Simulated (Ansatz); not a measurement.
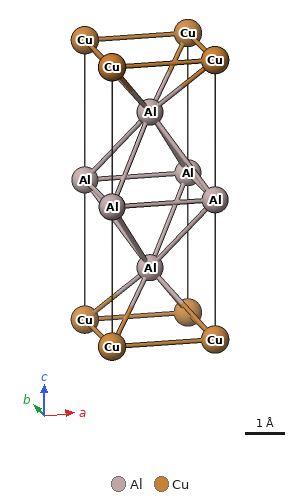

Normal modes of a crystal of Al3Cu, space group P4/mmm (No. 123), at the zone centre. Style: ball-and-stick. Shown: the cell of the calculation, slightly off an axis.

Level of theory: Ansatz 0.2.0, DFT PBEsol, scalar-relativistic, plane waves, PAW.

Input
```yaml
crystal:
  lattice:
    - [2.7859707303, 0.0, 0.0]
    - [0.0, 2.7859707303, 0.0]
    - [0.0, 0.0, 7.5697807182]
  atoms:
    - { symbol: Al, position: [0.0, 0.0, 0.5] }
    - { symbol: Al, position: [0.5, 0.5, 0.2213906882] }
    - { symbol: Al, position: [0.5, 0.5, 0.7786093118] }
    - { symbol: Cu, position: [0.0, 0.0, 0.0] }
basis:
  ecutwfc: 420
kpoints:
  mp_grid: { grid: [16, 16, 6] }
hamiltonian:
  xc: pbesol
scf:
  occupations: { method: fermi_dirac, width: 0.15 }
output:
  eigenvalues: true
phonons:
  method: dfpt
  eigenvectors: true
  qmesh: [4, 4, 1]
  temperatures: { t_max: 1000, t_step: 100 }
  qpath:
    path:
      - [[0.0, 0.0, 0.0], [0.0, 0.5, 0.0], [0.5, 0.5, 0.0], [0.0, 0.0, 0.0], [0.0, 0.0, 0.5], [0.0, 0.5, 0.5], [0.5, 0.5, 0.5], [0.0, 0.0, 0.5]]
      - [[0.0, 0.5, 0.0], [0.0, 0.5, 0.5]]
      - [[0.5, 0.5, 0.0], [0.5, 0.5, 0.5]]
    npoints: 8
```

Run as
```bash
ansatz run input.yaml --threads 2 --pin off --max-ram 6144MiB --backend cpu --events-out ev --progress --plain --runs-dir out
```

The frequencies depend somewhat on the k-mesh and the smearing.

> Which optical modes does it have, at what frequencies, and is it stable there?

The calculation's cell holds 4 atoms, so there are 9 optical modes, in 6 levels. The optical modes span 2E_u + E_g + 2A₂u + A₁g. No level is unstable.

```
level  symmetry  frequency (cm⁻¹)         activity
    1       E_u                97  infrared-active
    2       E_g               168     Raman-active
    3       A₂u               197  infrared-active
    4       E_u               206  infrared-active
    5       A₁g               251     Raman-active
    6       A₂u               295  infrared-active
```

The crystal is a metal, so free carriers screen the infrared response.

The displacement patterns (one member of each degenerate set):

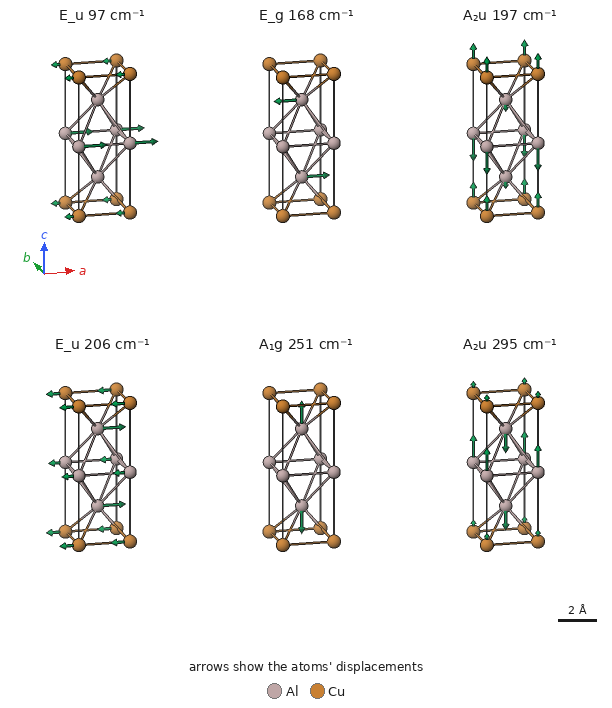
